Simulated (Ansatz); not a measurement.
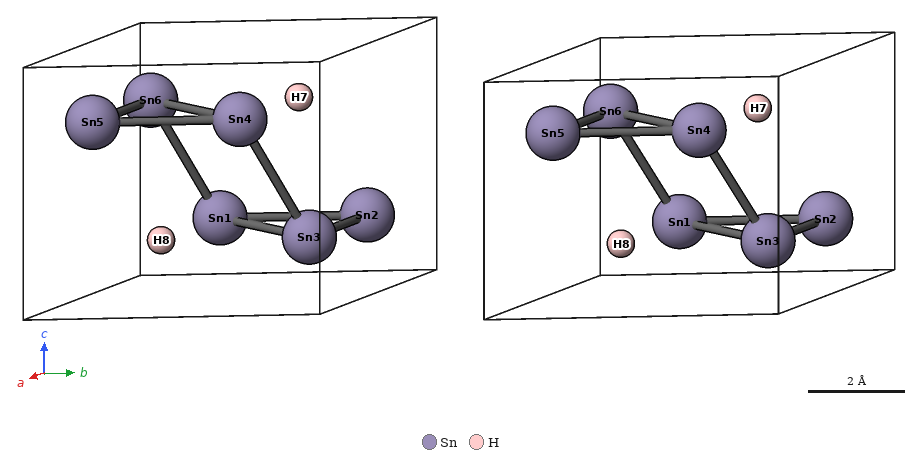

Two geometries of crystalline Sn3H (a generated structure, set up in P6_3/mmc) (coarse preliminary run), drawn at one scale. One is the start of a relaxation, the other its converged end. The picture is a ball-and-stick view of the cell of the calculation, seen slightly off an axis.

The calculation used DFT PBE, scalar-relativistic, plane waves, PAW in Ansatz. Settings: plane-wave cutoff 420 eV; k-point mesh 3 × 3 × 4; occupations gaussian; smearing width 0.1 eV; no spin polarisation; cell and atoms relaxed; force threshold 0.04 eV/Å; at most 70 steps.

Question: Which one is relaxed?

Answer: The left one is the relaxed one. After 3 accepted moves (4 points after the start) the energy has fallen by 37.6 meV per atom. The largest force component goes from 0.27 to 0.0029 eV/Å. Pressure: 4.62 GPa at the start and 0.04 GPa at the end. At 1 point the geometry stayed and the basis and grid were re-selected for the new cell (energy shift of 0.6 meV per atom at most each time). No atom moves by more than 0.005 Å relative to the cell. The drawn cell changes as follows: a = b 6.216 → 6.264 Å (+0.8 %), c 5.044 → 5.360 Å (+6.3 %); the volume changes by +7.9 %. Near-neighbour distances that change, for instance: Sn1–Sn5 3.104 → 3.241 Å, Sn1–Sn2 3.082 → 3.108 Å, Sn1–Sn2 (another image) 3.134 → 3.156 Å. The space group stays P6_3/mmc (No. 194).
